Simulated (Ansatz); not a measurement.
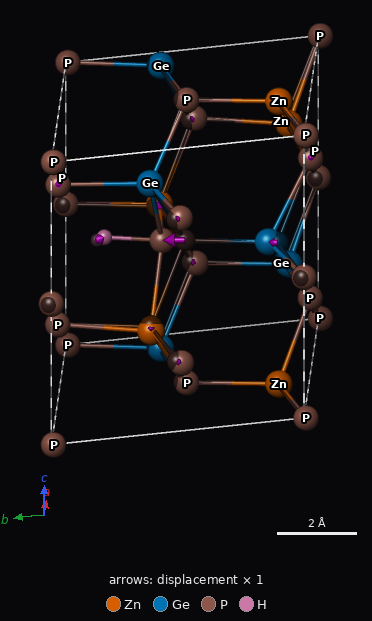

This is a relaxation of a defect cell of composition Zn₄Ge₄P₈H (cell charge −1). The starting structure is drawn faded, the final one solid; purple arrows show the displacements, at their true length.

A ball-and-stick model of the cell of the calculation (origin shifted), seen from a free direction.

Case: H interstitial, charge -1, atoms relaxed.

Theory: DFT PBE, scalar-relativistic, plane waves, PAW in Ansatz. (plane-wave cutoff 420 eV; k-point mesh 2 × 2 × 2; occupations gaussian; smearing width 0.02 eV; mesh shifted by (0.5, 0.5, 0.5); no spin polarisation; atoms relaxed in a fixed cell; force threshold 0.02 eV/Å; at most 60 steps)

### Atoms of which element are displaced furthest, and by how much?

Phosphorus: up to 0.59 Å, against 0.25 Å for hydrogen.

### Describe the change and its energy.

A P atom moves most: 0.59 Å roughly along [1 3 0]. By element the largest moves are P 0.59 Å, H 0.25 Å, Ge 0.23 Å, Zn 0.16 Å. The cell stays as it was. Some distances before and after: H–P 2.245 → 1.474 Å, Ge–P 2.360 → 2.710 Å, P–Zn 2.381 → 2.329 Å, Ge–P 2.360 → 2.411 Å. New bonds form: H–P (2.24 → 1.47 Å). Among the angles between lasting bonds that change: P–Zn–P 110.6° → 93.3°, P–Zn–P 108.9° → 92.6°, Ge–P–Ge 109.8° → 94.7°. Over 8 geometry steps the energy falls by 0.787 eV per cell of the calculation. Largest force component: 0.68 eV/Å at the start, 0.015 eV/Å at the end.

Limits of the set-up: the periodic images lie only 6.7 Å apart, so the values are limited by the cell's size; the cell is charged, on a uniform background, and energies carry no finite-size correction.
